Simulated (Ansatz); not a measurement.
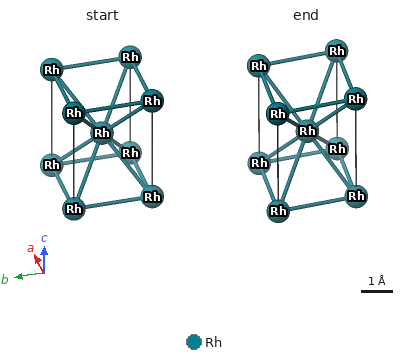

The structure of a crystal of Rh (set up in Fm-3m) before (left) and after (right) a relaxation, at one scale.

A ball-and-stick model of the cell of the calculation, seen from a free direction.

Theory: DFT PBEsol, scalar-relativistic, plane waves, PAW (Ansatz 0.2.0). Settings: plane-wave cutoff 420 eV; k-point mesh 12 × 12 × 10; occupations gaussian; smearing width 0.15 eV; no spin polarisation.

> What changed between the two?

The atoms keep their places relative to the cell (all moves are under 0.005 Å). The volume changes by +2.5 %, with a 2.673 → 2.747 Å (+2.8 %), b 2.673 → 2.699 Å (+1.0 %), c 3.780 → 3.762 Å (−0.5 %), α 90.0° → 90.6°, β 90.0° → 85.6°, γ 90.0° → 95.4°. Near-neighbour distances that change, for instance: Rh–Rh 2.673 → 2.837 Å, Rh–Rh 2.673 → 2.561 Å, Rh–Rh 2.673 → 2.747 Å, Rh–Rh 2.673 → 2.699 Å. The space group (tolerance 0.01 Å) goes from Fm-3m (No. 225) to P-1 (No. 2).
